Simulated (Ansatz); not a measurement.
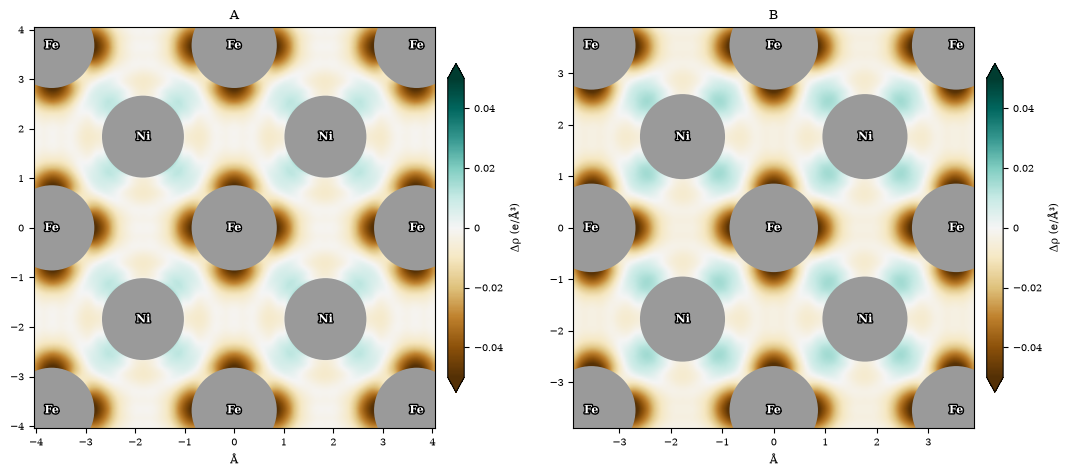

FeNi₃: deformation density on the (100) plane of the conventional cell at two volumes, with the same fractional coordinates and one colour scale. Grey discs cover the cores.

Space group Pm-3m; spin-polarised.

Computed with DFT PBE, scalar-relativistic, plane waves, PAW in Ansatz.

Which panel is the larger cell, by how much, and what changes?

Answer. A is the larger cell: A has 112 % of the volume of B. From B to A, Fe–Ni goes from 2.51 to 2.60 Å, and Δρ at its midpoint from +0.011 to +0.006 e/Å³. The pressure is 0 GPa in B and −17 GPa in A. The rearranged charge is 0.07 e an atom in B and 0.08 e in A. The net moment is 4.79 μB a cell in B and 5.08 μB in A.
